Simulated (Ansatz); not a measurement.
**Geometry relaxation of CO2**

The run: geometry relaxation of CO2 (I-42d, 6 atoms in the cell). Method and program: DFT PBE, scalar-relativistic, plane waves, PAW, no spin polarisation (Ansatz 0.2.0).

The structure derives from an entry of the Crystallography Open Database. It belongs to a series of runs on one base structure; here: volume × 1.020.

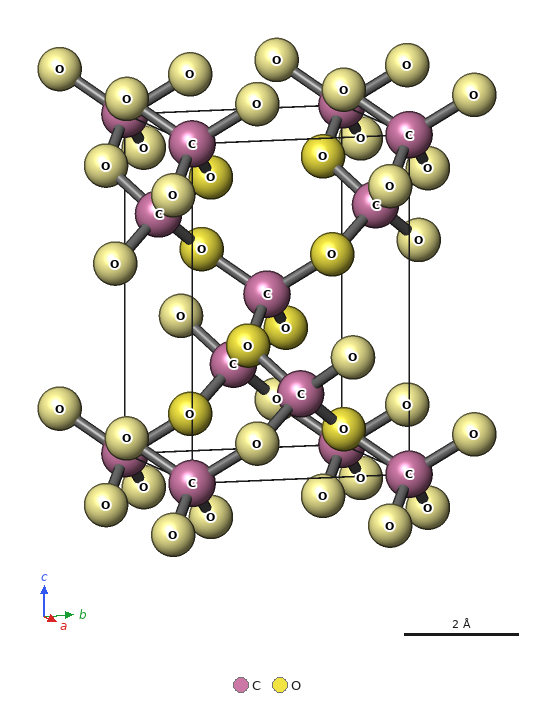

Figure 1. The structure as given in the input (ball-and-stick view of the cell 2 times as large as that of the calculation, set on its symmetry axes, seen slightly off an axis; neighbours outside the cell are drawn fainter). An atom can appear more than once, as a periodic image.

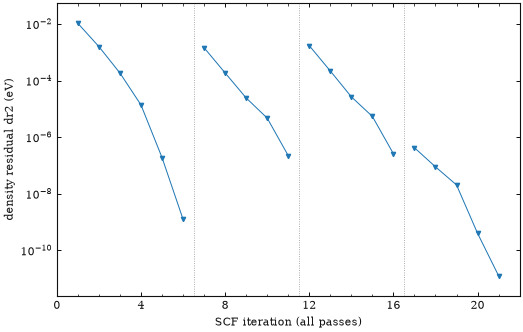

Figure 2. Convergence of the self-consistent field: density residual dr2 against the SCF iteration. The dotted lines part the SCF passes of the relaxation: geometry steps, rejected trials and re-solves on a re-selected basis. The passes take 6, 5, 5 and 5 iterations.

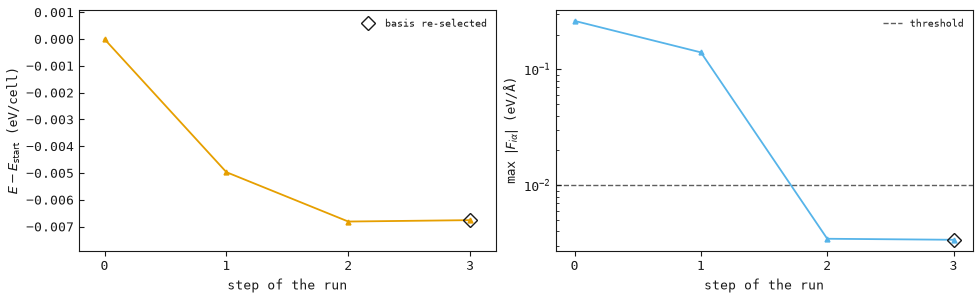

Figure 3. Progress of the relaxation, step by step (the first geometry is step 0 here and step 1 in the log). The largest moves relative to the cell, 0.013 Å, are those of O3, O4, O5 and O6. C stays in place. Among the contacts that change: C1–O3 1.411 → 1.406 Å. The space group stays I-42d (No. 122). Over 2 geometry steps the energy falls by 6.8 meV per cell of the calculation. Largest force component: 0.26 eV/Å at the start, 0.0034 eV/Å at the end. The pressure goes from −4.91 to −2.66 GPa. A last SCF at the same geometry on a re-selected plane-wave basis shifts the energy by +0.1 meV per cell of the calculation. (Atoms are counted from 1 in the order of the input.)

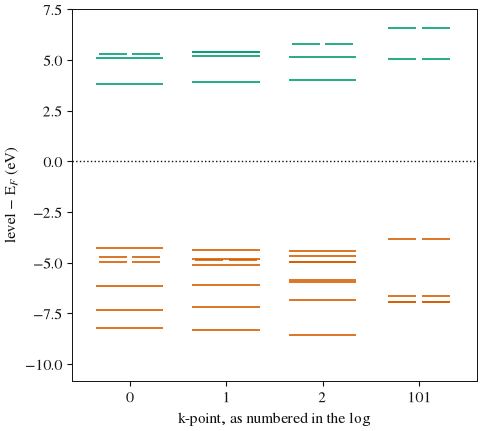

Figure 4. Kohn–Sham levels near the Fermi level (dotted) at the few k-points that the log prints; levels within 0.02 eV of each other stand side by side. Among these points the highest filled and lowest empty levels are 7.66 eV apart, which is the gap on the mesh.

These pictures come from the run below.

Input file:
```yaml
crystal:
  lattice:
    - [-1.9955424873, 1.9955424873, 3.011177319]
    - [1.9955424873, -1.9955424873, 3.011177319]
    - [1.9955424873, 1.9955424873, -3.011177319]
  atoms:
    - { symbol: C, position: [0.0, 0.0, 0.0] }
    - { symbol: C, position: [0.75, 0.25, 0.5] }
    - { symbol: O, position: [0.375, 0.2893122308, 0.4143122308] }
    - { symbol: O, position: [0.7106877692, 0.125, 0.0856877692] }
    - { symbol: O, position: [0.875, 0.9606877692, 0.5856877692] }
    - { symbol: O, position: [0.0393122308, 0.625, 0.9143122308] }
basis:
  ecutwfc: 420
  ecutrho_ratio: 4
kpoints:
  mp_grid: { grid: [10, 10, 10] }
hamiltonian:
  xc: pbe
scf:
  occupations: { method: gaussian, width: 0.05 }
output:
  forces: true
  stress: true
  eigenvalues: true
relax:
  f_tol: 0.01
  max_steps: 40
  cell: { stress_tol: 0.1, fix: [volume] }
```

Run as:
```bash
ansatz run input.yaml --threads 4 --pin off --max-ram 7168MiB --backend cpu --events-out ev --progress --plain --runs-dir out
```

The program's output:
```
Engine: ansatz 0.2.0, aarch64-unknown-linux-gnu
Pseudopotentials: kind: paw
Pseudopotential: C, paw, valence charge 4, recommended cutoff 420 eV (normal), C.paw.azcp
Pseudopotential: O, paw, valence charge 6, recommended cutoff 420 eV (normal), O.paw.azcp
Functional definition: PBE
  parameter kappa = 0.804
  parameter beta = 0.06672455060314922
  exchange = pbe_x(kappa = kappa, mu = beta*pi^2/3)
  correlation = pbe_c(beta = beta)
Crystal: 6 atoms, lattice volume = 47.964 Å³
Basis set: ecut = 420 eV, 919 PW (Γ), exchange–correlation on 60×60×60 points (8 copies of the dense FFT grid, shifted against one another)
Bands: 22, of which v1, the nominal top of the filled ones, is band 16 counted from 1 (15 counted from 0)
Symmetry: 8 space group operations
Space group: I-42d (ITA 122), of the structure as read, at distance tolerance 3.6e-5 Å
k-points: 102 of 1000 (time reversal used)
Non-local potential: C, projectors of the file, l = 0: 2, l = 1: 2, l = 2: 1
Non-local potential: O, projectors of the file, l = 0: 2, l = 1: 2, l = 2: 1
PAW form: soft (Blöchl's): semilocal exchange-correlation on the pseudo side does not see the compensation charge
PAW one-centre angular grid: C, 110 points (default); XC on 64 Gauss nodes
PAW one-centre angular grid: O, 110 points (default); XC on 64 Gauss nodes
Initial density: superposition of atomic densities (neutral atoms: chi_scale 0, normalization atom), corrected by the library's trained network
Initial wavefunctions: pseudopotential atomic-orbital guess
Functional: x = pbe(κ = 0.804, μ = 0.2195149727645171), c = pbe(β = 0.06672455060314922)
SCF iter   1: F=—  HF=-2766.889751 eV  |F-HF|=—  |Δ(HF+E_count)|=         —  Δρ=5.90e-3  dr2=1.05e-2  ethr=1.77e-3  ⟨swp⟩=5.9  Hψ=10011  notcnv=0
preconditioner: auto → none  [insulator: Δε(μ)=7.669 eV  Ē_g=18.635 eV  σ=0.050 eV  W_gap=1.00  n_scr=14 (ndim 8)  ℏωp=30.3 eV  f_vac=0.046  D(μ)=0.00/eV (n_scr^D=0)  ε∞_Penn≈3.6]
SCF iter   2: F=—  HF=-2766.889927 eV  |F-HF|=—  |Δ(HF+E_count)|=   1.76e-4  Δρ=2.98e-3  dr2=1.58e-3  ethr=3.27e-5  ⟨swp⟩=2.0  Hψ=4701  notcnv=0  defer=204
SCF iter   3: F=—  HF=-2766.890011 eV  |F-HF|=—  |Δ(HF+E_count)|=   8.41e-5  Δρ=1.33e-3  dr2=1.84e-4  ethr=4.94e-6  ⟨swp⟩=2.1  Hψ=3298  notcnv=0  defer=204
SCF iter   4: F=—  HF=-2766.890272 eV  |F-HF|=—  |Δ(HF+E_count)|=   2.60e-4  Δρ=3.55e-4  dr2=1.37e-5  ethr=5.75e-7  ⟨swp⟩=2.8  Hψ=3798  notcnv=0  defer=204
SCF iter   5: F=—  HF=-2766.890296 eV  |F-HF|=—  |Δ(HF+E_count)|=   2.41e-5  Δρ=3.92e-5  dr2=1.90e-7  ethr=4.28e-8  ⟨swp⟩=2.9  Hψ=4061  notcnv=0  defer=204
SCF iter   6: F=-2766.890296 eV  HF=-2766.890296 eV  |F-HF|=3.26e-9  |Δ(HF+E_count)|=   5.91e-7  Δρ=2.64e-6  dr2=1.25e-9  ethr=3.13e-10  ⟨swp⟩=8.2  Hψ=10120  notcnv=0
SCF 1 converged in 6 iterations: F = -2766.890296 eV  dr2 = 1.25e-9
  greatest PAW one-centre occupation: 0.864 electrons in one spin orbital (limit 2), on the O atom at site 5 (counted from 0), in its partial waves of l = 0
relax step   1: F+E_penalty+E_count = -2766.89029619 eV  Δ(F+E_penalty+E_count) = +0.000e0 eV  max|allowed force component| = 2.621e-1 eV/Å  Δτ_max = 0.0000 Å  P = -4.908 GPa  Ω = 47.964 Å³  fix = [volume]  reactions: volume -4.908 GPa  (6 SCF iters, dr2 threshold 1.00e-7 eV, accepted)
Initial density: handed on by an earlier stage of this run
Initial wavefunctions: those handed on with the density
iter 1 solved again at ethr=4.36e-6 eV; its pass at ethr=3.10e-3 eV (dr2=1.40e-3 eV) is discarded
SCF iter   1: F=—  HF=-2766.895683 eV  |F-HF|=—  |Δ(HF+E_count)|=         —  Δρ=2.89e-3  dr2=1.44e-3  ethr=4.36e-6  ⟨swp⟩=2.3  Hψ=13396  notcnv=0
preconditioner: auto → none  [insulator: Δε(μ)=7.646 eV  Ē_g=18.678 eV  σ=0.050 eV  W_gap=1.00  n_scr=14 (ndim 8)  ℏωp=30.3 eV  f_vac=0.049  D(μ)=0.00/eV (n_scr^D=0)  ε∞_Penn≈3.6]
SCF iter   2: F=—  HF=-2766.895278 eV  |F-HF|=—  |Δ(HF+E_count)|=   4.05e-4  Δρ=1.08e-3  dr2=1.86e-4  ethr=4.36e-6  ⟨swp⟩=2.0  Hψ=3550  notcnv=0
SCF iter   3: F=—  HF=-2766.895257 eV  |F-HF|=—  |Δ(HF+E_count)|=   2.04e-5  Δρ=5.34e-4  dr2=2.42e-5  ethr=5.81e-7  ⟨swp⟩=2.8  Hψ=3897  notcnv=0
SCF iter   4: F=—  HF=-2766.895261 eV  |F-HF|=—  |Δ(HF+E_count)|=   3.61e-6  Δρ=2.40e-4  dr2=4.70e-6  ethr=7.57e-8  ⟨swp⟩=1.9  Hψ=3153  notcnv=0
SCF iter   5: F=-2766.895262 eV  HF=-2766.895262 eV  |F-HF|=4.11e-8  |Δ(HF+E_count)|=   9.71e-7  Δρ=5.22e-5  dr2=2.22e-7  ethr=1.87e-9  ⟨swp⟩=3.1  Hψ=8863  notcnv=0
SCF 2 converged in 5 iterations: F = -2766.895262 eV  dr2 = 2.22e-7
relax step   2: F+E_penalty+E_count = -2766.89526206 eV  Δ(F+E_penalty+E_count) = -4.966e-3 eV  max|allowed force component| = 1.403e-1 eV/Å  Δτ_max = 0.0065 Å  P = -3.832 GPa  Ω = 47.964 Å³  energy of the carried Pulay correction = +1.125e-16 eV  fix = [volume]  reactions: volume -3.832 GPa  (5 SCF iters, dr2 threshold 6.00e-7 eV, accepted)
iter 1 solved again at ethr=5.23e-6 eV; its pass at ethr=3.10e-3 eV (dr2=1.67e-3 eV) is discarded
SCF iter   1: F=—  HF=-2766.897610 eV  |F-HF|=—  |Δ(HF+E_count)|=         —  Δρ=3.12e-3  dr2=1.71e-3  ethr=5.23e-6  ⟨swp⟩=2.8  Hψ=13417  notcnv=0
preconditioner: auto → none  [insulator: Δε(μ)=7.672 eV  Ē_g=18.757 eV  σ=0.050 eV  W_gap=1.00  n_scr=14 (ndim 8)  ℏωp=30.3 eV  f_vac=0.052  D(μ)=0.00/eV (n_scr^D=0)  ε∞_Penn≈3.6]
SCF iter   2: F=—  HF=-2766.897123 eV  |F-HF|=—  |Δ(HF+E_count)|=   4.87e-4  Δρ=1.15e-3  dr2=2.18e-4  ethr=5.23e-6  ⟨swp⟩=2.0  Hψ=3567  notcnv=0
SCF iter   3: F=—  HF=-2766.897099 eV  |F-HF|=—  |Δ(HF+E_count)|=   2.42e-5  Δρ=5.74e-4  dr2=2.66e-5  ethr=6.80e-7  ⟨swp⟩=2.8  Hψ=3914  notcnv=0
SCF iter   4: F=—  HF=-2766.897103 eV  |F-HF|=—  |Δ(HF+E_count)|=   4.60e-6  Δρ=2.58e-4  dr2=5.38e-6  ethr=8.32e-8  ⟨swp⟩=1.4  Hψ=2644  notcnv=0
SCF iter   5: F=-2766.897105 eV  HF=-2766.897104 eV  |F-HF|=3.85e-8  |Δ(HF+E_count)|=   1.07e-6  Δρ=5.65e-5  dr2=2.59e-7  ethr=1.87e-9  ⟨swp⟩=3.1  Hψ=8982  notcnv=0
SCF 3 converged in 5 iterations: F = -2766.897105 eV  dr2 = 2.59e-7
relax step   3: F+E_penalty+E_count = -2766.89710452 eV  Δ(F+E_penalty+E_count) = -1.842e-3 eV  max|allowed force component| = 3.461e-3 eV/Å  Δτ_max = 0.0069 Å  P = -2.658 GPa  Ω = 47.964 Å³  energy of the carried Pulay correction = +1.125e-16 eV  fix = [volume]  reactions: volume -2.658 GPa  (5 SCF iters, dr2 threshold 6.00e-7 eV, accepted)
Initial wavefunctions: pseudopotential atomic-orbital guess (no wavefunctions were taken with the density)
iter 1 solved again at ethr=2.29e-8 eV; its pass at ethr=3.10e-3 eV (dr2=7.34e-6 eV) is discarded
SCF iter   1: F=—  HF=-2766.897046 eV  |F-HF|=—  |Δ(HF+E_count)|=         —  Δρ=8.21e-5  dr2=4.21e-7  ethr=2.29e-8  ⟨swp⟩=3.1  Hψ=16955  notcnv=0
preconditioner: auto → none  [insulator: Δε(μ)=7.660 eV  Ē_g=18.754 eV  σ=0.050 eV  W_gap=1.00  n_scr=14 (ndim 8)  ℏωp=30.3 eV  f_vac=0.052  D(μ)=0.00/eV (n_scr^D=0)  ε∞_Penn≈3.6]
SCF iter   2: F=—  HF=-2766.897051 eV  |F-HF|=—  |Δ(HF+E_count)|=   4.90e-6  Δρ=3.99e-5  dr2=8.90e-8  ethr=1.31e-9  ⟨swp⟩=2.1  Hψ=3363  notcnv=0
SCF iter   3: F=—  HF=-2766.897053 eV  |F-HF|=—  |Δ(HF+E_count)|=   1.82e-6  Δρ=8.91e-6  dr2=2.04e-8  ethr=2.78e-10  ⟨swp⟩=2.8  Hψ=4421  notcnv=0
SCF iter   4: F=—  HF=-2766.897053 eV  |F-HF|=—  |Δ(HF+E_count)|=   1.61e-8  Δρ=1.69e-6  dr2=3.99e-10  ethr=6.37e-11  ⟨swp⟩=2.0  Hψ=3465  notcnv=0
SCF iter   5: F=-2766.897053 eV  HF=-2766.897053 eV  |F-HF|=2.32e-11  |Δ(HF+E_count)|=   1.67e-9  Δρ=3.31e-7  dr2=1.26e-11  ethr=1.00e-12  ⟨swp⟩=4.0  Hψ=7412  notcnv=0
SCF 4 converged in 5 iterations: F = -2766.897053 eV  dr2 = 1.26e-11
relax step   4: F+E_penalty+E_count = -2766.89705289 eV  Δ(F+E_penalty+E_count) = +5.163e-5 eV  max|allowed force component| = 3.392e-3 eV/Å  Δτ_max = 0.0000 Å  P = -2.660 GPa  Ω = 47.964 Å³  fix = [volume]  reactions: volume -2.660 GPa  stress off target by 7.89e-2 GPa on what of the cell is left free  SCF on the basis re-selected at this cell (its energy is not comparable with the rows above)  (5 SCF iters)
basis re-selected at this cell: Δ(F+E_penalty+E_count) = +5.163e-5 eV, ΔP = -0.002 GPa vs the last step (what re-selecting the basis moved, of the pressure what is left beyond the Pulay correction that the steps carried, after the strain that the cell walked since its last selection, with what the two solves' SCF thresholds leave and, on support functions, any second-order correction that the steps lacked; it is no measure of the basis error at this ecutwfc). This SCF's stress stands 7.89e-2 GPa from its target on what of the cell is left free (relax.cell.stress_tol is 1.00e-1 GPa) and its largest allowed force component is 3.39e-3 eV/Å (relax.f_tol is 1.00e-2 eV/Å): within both
SCF converged after 5 iterations
Free energy (F): -2766.897053 eV
Harris-Foulkes:  -2766.897053 eV  (|F-HF|=2.32e-11)
Internal energy: -2766.897053 eV  (E = F + TS)
E sigma→0 (E₀):  -2766.897053 eV
Fermi energy:    8.535894 eV
--- Per-component energies (eV) ---
  E_band       = -122.770122
  E_kinetic    = 880.248972
  E_local      = -1803.483029  (includes V_loc(G=0)·N_el)
  E_nonlocal   = 243.942064
  E_hartree    = 602.128926
  E_xc         = -387.195184
  E_vxc        = -490.718577  (∫ρ·V_xc dr)
  E_paw        = -831.469244  (= ΣΔE_a)
  E_vpaw       = -157.027452  (= ΣTr[D̂ρ^β])
  E_aug_tail   = 0.010025  (compensation charges beyond the density's cutoff)
  E_ewald      = -1471.079584
  E_smearing   = -0.000000  (= −TS)
  E_closure    = 0.000000  (closes the sum)
  Σ components = -2766.897053   (vs F -2766.897053, Δ=0.00e0)
--- Forces (eV/Å), atoms counted from 1 ---
  atom   1  C     -0.00000000     0.00000000    -0.00000000
  atom   2  C     -0.00000000    -0.00000000     0.00000000
  atom   3  O     -0.00339154     0.00000000    -0.00000000
  atom   4  O      0.00000000     0.00339154     0.00000000
  atom   5  O      0.00339154    -0.00000000     0.00000000
  atom   6  O     -0.00000000    -0.00339154    -0.00000000
  max |Σ_I F_I| component: 1.09e-16 eV/Å
--- Stress (GPa, compression-positive) ---
       -2.699720      -0.000000       0.000000
       -0.000000      -2.699720      -0.000000
        0.000000      -0.000000      -2.581305
  P = ⅓ Tr σ = -2.6602 GPa (-26.602 kbar)
--- Band table (eV; the first three rows and the last of 102) ---
  k-point 0: bands = ["-19.0858", "-14.1270", "-14.1270", "-13.4484", "-9.8143", "-4.8345", "-4.8345", "-3.5647", "0.3091", "1.2069", "2.3857", "3.5842", "3.5842", "3.8009", "3.8009", "4.2513", "12.3656", "13.6192", "13.8151", "13.8151", "16.9580", "16.9860"]
  k-point 1: bands = ["-19.0010", "-14.3667", "-14.1446", "-13.4989", "-9.5688", "-4.9656", "-4.7039", "-3.4548", "0.2118", "1.3622", "2.4430", "3.4229", "3.6647", "3.6758", "3.7389", "4.1694", "12.4296", "13.7318", "13.9168", "13.9423", "16.9241", "16.9602"]
  k-point 2: bands = ["-18.7504", "-14.9482", "-14.1854", "-13.6425", "-8.9616", "-5.2809", "-4.3450", "-3.2077", "-0.0187", "1.7207", "2.5936", "2.7006", "3.5726", "3.5981", "3.8864", "4.0967", "12.5650", "13.7015", "14.3200", "14.3365", "16.7747", "17.1367"]
  k-point 101: bands = ["-17.1073", "-17.1073", "-14.3828", "-14.3828", "-5.7738", "-5.7738", "-3.5978", "-3.5978", "1.5781", "1.5781", "1.5986", "1.5986", "1.8864", "1.8864", "4.7059", "4.7059", "13.6102", "13.6102", "15.1248", "15.1248", "16.1154", "16.1154"]
--- Relaxed structure (3 steps of the walk, 3 accepted, 1 SCFs on fresh bases) ---
  F+E_penalty+E_count = -2766.89705289 eV   max|allowed force component| = 3.392e-3 eV/Å   (the final SCF, on the basis selected at the relaxed cell)
  cell:  # Å, volume = 47.9643 Å³
    - [-2.0001255239688707, 2.0001255239688707, 2.997393658889653]
    - [2.0001255239688707, -2.0001255239688707, 2.997393658889653]
    - [2.0001255239688707, 2.0001255239688707, -2.997393658889653]
  atoms:
    - { symbol: C, position: [7.244159950727291e-20, 6.304591559808648e-37, 7.244159950727289e-20] }
    - { symbol: C, position: [0.7500000000000001, 0.24999999999999994, 0.5000000000000001] }
    - { symbol: O, position: [0.37500000000000006, 0.28596927346384804, 0.41096927346384793] }
    - { symbol: O, position: [0.7140307265361521, 0.125, 0.08903072653615202] }
    - { symbol: O, position: [0.8749999999999999, 0.9640307265361518, 0.5890307265361521] }
    - { symbol: O, position: [0.03596927346384787, 0.625, 0.9109692734638479] }
```

Trajectory as extended XYZ (Å, eV, eV/Å), 4 frames, from step=1 to step=4:
```
6
Lattice="-1.9955 1.9955 3.0112 1.9955 -1.9955 3.0112 1.9955 1.9955 -3.0112" Properties=species:S:1:pos:R:3:forces:R:3 step=1 energy=-2766.89030 pressure_GPa=-4.91
C     0.0000    0.0000    0.0000    0.0000   0.0000   0.0000
C     0.0000    1.9955    1.5056    0.0000   0.0000   0.0000
O     0.6558    0.9978    0.7528   -0.2621   0.0000   0.0000
O    -0.9978    1.3398    2.2584    0.0000   0.2621   0.0000
O     1.3398    0.9978    3.7640    0.2621   0.0000   0.0000
O     2.9933    0.6558   -0.7528    0.0000  -0.2621   0.0000
6
Lattice="-1.9983 1.9983 3.0030 1.9983 -1.9983 3.0030 1.9983 1.9983 -3.0030" Properties=species:S:1:pos:R:3:forces:R:3 step=2 energy=-2766.89526 pressure_GPa=-3.83
C     0.0000    0.0000    0.0000    0.0000   0.0000   0.0000
C     0.0000    1.9983    1.5015    0.0000   0.0000   0.0000
O     0.6502    0.9991    0.7508   -0.1403   0.0000   0.0000
O    -0.9991    1.3481    2.2523    0.0000   0.1403   0.0000
O     1.3481    0.9991    3.7538    0.1403   0.0000   0.0000
O     2.9974    0.6502   -0.7508    0.0000  -0.1403   0.0000
6
Lattice="-2.0001 2.0001 2.9974 2.0001 -2.0001 2.9974 2.0001 2.0001 -2.9974" Properties=species:S:1:pos:R:3:forces:R:3 step=3 energy=-2766.89711 pressure_GPa=-2.66
C     0.0000    0.0000    0.0000    0.0000   0.0000   0.0000
C     0.0000    2.0001    1.4987    0.0000   0.0000   0.0000
O     0.6439    1.0001    0.7493   -0.0035   0.0000   0.0000
O    -1.0001    1.3562    2.2480    0.0000   0.0035   0.0000
O     1.3562    1.0001    3.7467    0.0035   0.0000   0.0000
O     3.0002    0.6439   -0.7493    0.0000  -0.0035   0.0000
6
Lattice="-2.0001 2.0001 2.9974 2.0001 -2.0001 2.9974 2.0001 2.0001 -2.9974" Properties=species:S:1:pos:R:3:forces:R:3 step=4 energy=-2766.89705 pressure_GPa=-2.66
C     0.0000    0.0000    0.0000    0.0000   0.0000   0.0000
C     0.0000    2.0001    1.4987    0.0000   0.0000   0.0000
O     0.6439    1.0001    0.7493   -0.0034   0.0000   0.0000
O    -1.0001    1.3562    2.2480    0.0000   0.0034   0.0000
O     1.3562    1.0001    3.7467    0.0034   0.0000   0.0000
O     3.0002    0.6439   -0.7493    0.0000  -0.0034   0.0000
```

Key numbers:

```json
{"quantity": "outcome", "value": "converged"}
{"quantity": "space group (tolerance 0.01 Å)", "value": "I-42d (122)"}
{"quantity": "electrons treated", "value": "32"}
{"quantity": "free energy", "value": "−2766.8971 eV"}
{"quantity": "Fermi energy", "value": "8.536 eV"}
{"quantity": "gap on the k-point mesh", "value": "7.66 eV"}
{"quantity": "pressure", "value": "−2.66 GPa"}
{"quantity": "final volume", "value": "47.96 Å³"}
{"quantity": "largest force (length of the vector) at the end", "value": "0.003 eV/Å"}
{"quantity": "final cell", "value": "a = 4.121 Å, b = 4.121 Å, c = 4.121 Å, α = 121.93°, β = 121.93°, γ = 86.68°"}
{"quantity": "hardware", "value": "4 threads of Arm Neoverse V1, 24 GiB of memory available, shared host"}
{"quantity": "wall time", "value": "14 s (CPU time 52 s)"}
{"quantity": "peak memory", "value": "0.45 GiB"}
```
